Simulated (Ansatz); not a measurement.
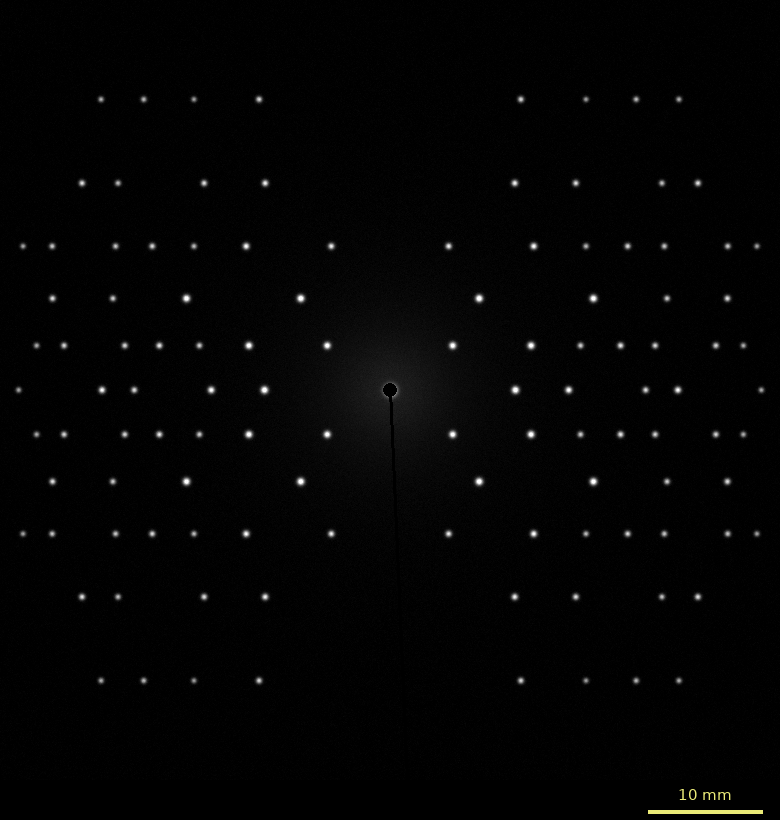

Simulated X-ray rotation photograph: Mo Kα radiation (λ = 0.7107 Å), cylindrical film of radius 30.0 mm unrolled, rotation axis vertical and normal to the beam, kinematic intensities without Lorentz or polarisation factors, the film spanning ±63° about the beam; spots down to d = 0.67 Å.

What lattice repeat along the rotation axis do the layer lines give?

Answer. The first layer line lies 3.9 mm from the equator, so tan ν = 0.131, sin ν = 0.130 and the period is λ/sin ν = 5.46 Å. Further lines follow at 8.1, 12.7, 18.3, 25.7 mm.

The crystal is Rh, space group Fd-3m (No. 227), a = 5.460 Å. Structure: the end point of a relaxation with DFT r2SCAN, scalar-relativistic, plane waves, PAW (Ansatz 0.2.0); the starting structure was generated, so it need not be a known form of this composition.

About which axis was it rotated?

Answer. About [001] (or an equivalent direction), whose length in the conventional cell is 5.460 Å.
